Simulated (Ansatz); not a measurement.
A series of calculations on ZrN

Part 1: Vibrations

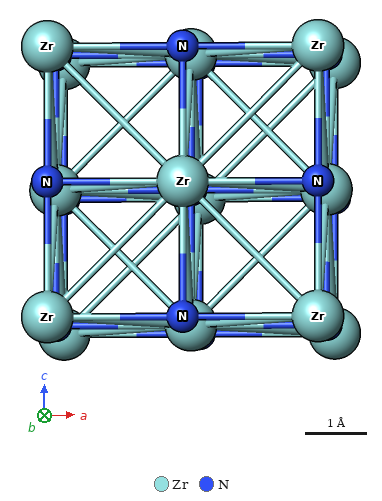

Lattice vibrations of crystalline ZrN relaxed at 5 GPa, space group Fm-3m (No. 225), at the zone centre. Style: ball-and-stick. Shown: the conventional cell (4 times the calculation's cell), from a free direction. Lengths and directions refer to the drawn axes.

Method: Ansatz, DFT LDA, scalar-relativistic, plane waves, PAW. Settings: plane-wave cutoff 420 eV; k-point mesh 16 × 16 × 16; occupations fermi dirac; smearing width 0.15 eV; target pressure 5 GPa; no spin polarisation.

The frequencies depend somewhat on the k-mesh and the smearing.

> Give the spectrum at this point.

The calculation's cell holds 2 atoms, so there are 3 optical modes, in 1 level. The optical modes span T₁u. No level is unstable.

```json
{"level": "1", "symmetry": "T₁u", "frequency (cm⁻¹)": "528", "activity": "infrared-active"}
```

The crystal is a metal, so free carriers screen the infrared response.

The modes drawn as arrows (one member of each degenerate set):

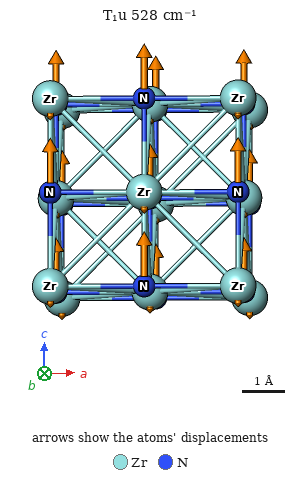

Part 2: Vibrations

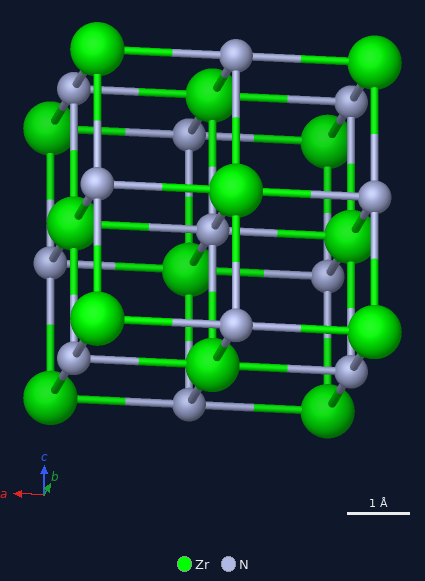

Normal modes of solid ZrN at 1.02 times its rest volume, at the zone centre. A ball-and-stick model of the conventional cell (4 times the calculation's cell), seen from a free direction. Lengths and directions refer to the drawn axes.

Theory: DFT LDA, scalar-relativistic, plane waves, PAW (Ansatz 0.2.0).

Input file:
```yaml
crystal:
  lattice:
    - [0.0, 2.2776766036, 2.2776766036]
    - [2.2776766036, 0.0, 2.2776766036]
    - [2.2776766036, 2.2776766036, 0.0]
  atoms:
    - { symbol: Zr, position: [0.0, 0.0, 0.0] }
    - { symbol: "N", position: [0.5, 0.5, 0.5] }
basis:
  ecutwfc: 420
kpoints:
  mp_grid: { grid: [16, 16, 16] }
hamiltonian:
  xc: lda
scf:
  occupations: { method: fermi_dirac, width: 0.15 }
output:
  eigenvalues: true
phonons:
  method: dfpt
  eigenvectors: true
```

Launched with:
```bash
ansatz run input.yaml --threads 1 --pin off --max-ram 3072MiB --backend cpu --events-out ev --progress --plain --runs-dir out
```

The frequencies depend somewhat on the k-mesh and the smearing.

**Which optical modes does it have, at what frequencies, and is it stable there?**

The calculation's cell holds 2 atoms, so there are 3 optical modes, in 1 level. The optical modes span T₁u. No level is unstable.

```
level  symmetry  frequency (cm⁻¹)         activity
    1       T₁u               492  infrared-active
```

The crystal is a metal, so free carriers screen the infrared response.

The modes drawn as arrows (one member of each degenerate set):

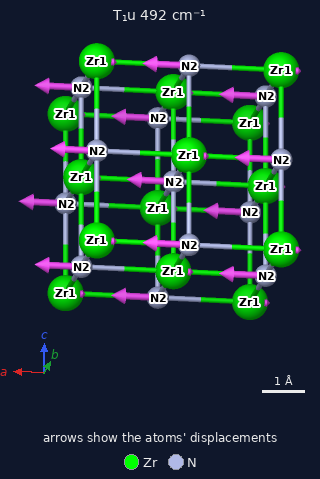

Part 3: One mode

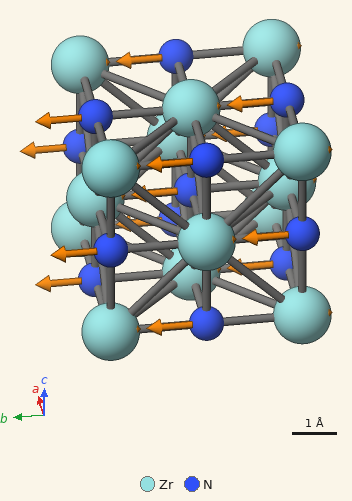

One vibrational mode of solid ZrN relaxed at 11 GPa at the zone centre. The orange arrows give the relative displacements of the atoms. Style: ball-and-stick. Shown: the conventional cell (4 times the calculation's cell), from a free direction. Lengths and directions refer to the drawn axes.

Level of theory: DFT LDA, scalar-relativistic, plane waves, PAW in Ansatz. Set-up: plane-wave cutoff 420 eV; k-point mesh 16 × 16 × 16; occupations fermi dirac; smearing width 0.15 eV; target pressure 11 GPa; no spin polarisation.

The frequencies depend somewhat on the k-mesh and the smearing.

Q: What mode is this, and where does it lie in the spectrum?

A: This is the T₁u mode (triply degenerate; one member of the set is drawn) at 547 cm⁻¹, the only optical level, infrared-active by symmetry. The N sublattice moves against the Zr sublattice, along b; it stretches the shortest N–Zr bonds (2.24 Å); the kinetic energy is shared as N 87 %, Zr 13 %. The crystal is a metal, so free carriers screen the infrared response.

Part 4: One mode

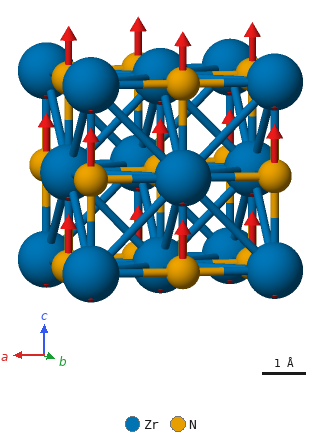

One vibrational mode of a crystal of ZrN relaxed at 9 GPa at the zone centre. The red arrows are the displacements of the atoms (eigenvector over the root of the mass), of arbitrary overall length and sign. Style: ball-and-stick. Shown: the conventional cell (4 times the calculation's cell), from a free direction. Lengths and directions refer to the drawn axes.

Computed with Ansatz 0.2.0, DFT LDA, scalar-relativistic, plane waves, PAW. Settings: plane-wave cutoff 420 eV; k-point mesh 16 × 16 × 16; occupations fermi dirac; smearing width 0.15 eV; target pressure 9 GPa; no spin polarisation.

The frequencies depend somewhat on the k-mesh and the smearing.

Q: Give the symmetry, activity and frequency of this mode.

A: This is the T₁u mode (triply degenerate; one member of the set is drawn) at 16.2 THz, the only optical level, infrared-active by symmetry. The N sublattice moves against the Zr sublattice, along c; it stretches the shortest N–Zr bonds (2.24 Å); the kinetic energy is shared as N 87 %, Zr 13 %. The crystal is a metal, so free carriers screen the infrared response.

Part 5: Softest mode

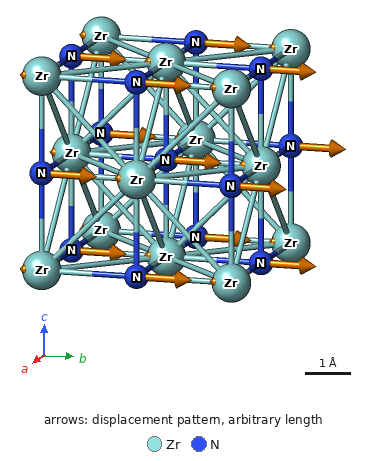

The lowest optical mode of a crystal of ZrN relaxed at 22 GPa, space group Fm-3m (No. 225), at the zone centre. The orange arrows are the displacements of the atoms (eigenvector over the root of the mass), of arbitrary overall length and sign. The picture is a ball-and-stick view of the conventional cell (4 times the calculation's cell), seen slightly off an axis. Lengths and directions refer to the drawn axes.

Level of theory: Ansatz, DFT LDA, scalar-relativistic, plane waves, PAW. (plane-wave cutoff 420 eV; k-point mesh 16 × 16 × 16; occupations fermi dirac; smearing width 0.15 eV; target pressure 22 GPa; no spin polarisation)

The frequencies depend somewhat on the k-mesh and the smearing.

> Is this crystal at a minimum with respect to the drawn distortion?

Yes: this softest mode has a real frequency, and so have all others here. That speaks for this wave vector alone: the rest of the zone wasn't checked in this run. This is the T₁u mode (triply degenerate; one member of the set is drawn) at 579 cm⁻¹, the only optical level, infrared-active by symmetry. The N sublattice moves against the Zr sublattice, along b; it stretches the shortest N–Zr bonds (2.21 Å); the kinetic energy is shared as N 87 %, Zr 13 %. The crystal is a metal, so free carriers screen the infrared response.
